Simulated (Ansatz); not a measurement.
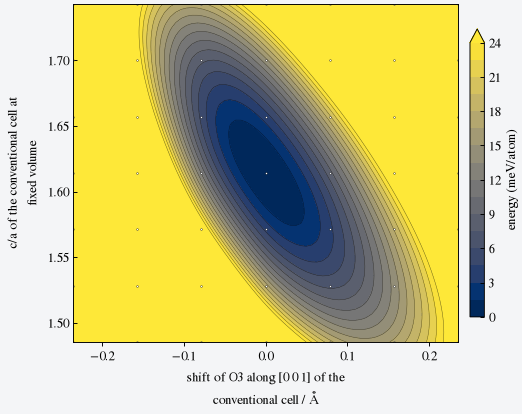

ZnO (P6_3mc, No. 186; 4 atoms in the cell). The energy is mapped over a free internal coordinate and the cell. The first coordinate is: shift of O3 along [0 0 1] of the conventional cell, Cartesian (0 0 1), its symmetry partners moved as symmetry demands (measured in the relaxed cell); the second: c/a of the conventional cell at fixed volume. Nothing is relaxed (all other coordinates fixed). Grid: 7 × 7 points. Points are written as (first, second). All energies are given in meV/atom relative to the lowest grid point. The calculation used DFT PBEsol, scalar-relativistic, plane waves, PAW in Ansatz. Settings: cutoff 520 eV, k-mesh 9×9×6 in the order of the run's cell vectors, gaussian smearing 0.05 eV, no spin polarisation.

The picture shows filled contours, dots at the grid points, one colour for all values above the top of the scale. Between grid points the surface is interpolated.

> Where is the minimum, and how stiff is the well along each coordinate?

The interpolated minimum is at the first coordinate ≈ 0.000 Å, the second coordinate ≈ 1.614. The curvatures there are about 13 eV/Å² and 17 eV, with a cross term of about 11 eV/Å (per cell of 4 atoms). Round the minimum the valley is strongly tilted: raising the first coordinate shifts the best value of the second coordinate downwards (coupling k₁₂/√(k₁₁k₂₂) about 0.7).

PAW datasets: the set soft_1.
